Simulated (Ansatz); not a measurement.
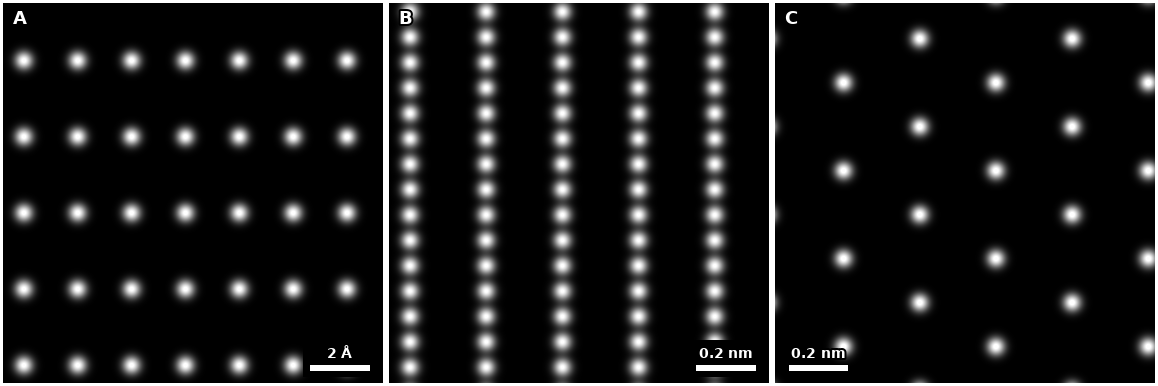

Three views of Sc (Im-3m, No. 229) along different zone axes. Simulated incoherent Z contrast: every atom adds Z^1.6 spread by a probe of 0.50 Å full width; channelling and multiple scattering are left out. Structure used: the input geometry of a calculation; the starting structure was generated, so it need not be a known form of this composition.

```
Sc
1.0
     3.68554    0.00000    0.00000
     0.00000    3.68554    0.00000
     0.00000    0.00000    3.68554
Sc
2
Cartesian
  0.0000 0.0000 0.0000
  1.8428 1.8428 1.8428
```

Question: Match the panels to the zone axes [110], [111] and [221].

Answer: A is [110]: projected cell 1.84 × 2.61 Å, 90°, plane group p2mm. B is [221]: projected cell 0.87 × 2.61 Å, 90°, plane group p2mm. C is [111]: projected cell 3.01 × 3.01 Å, 120°, plane group p6mm.
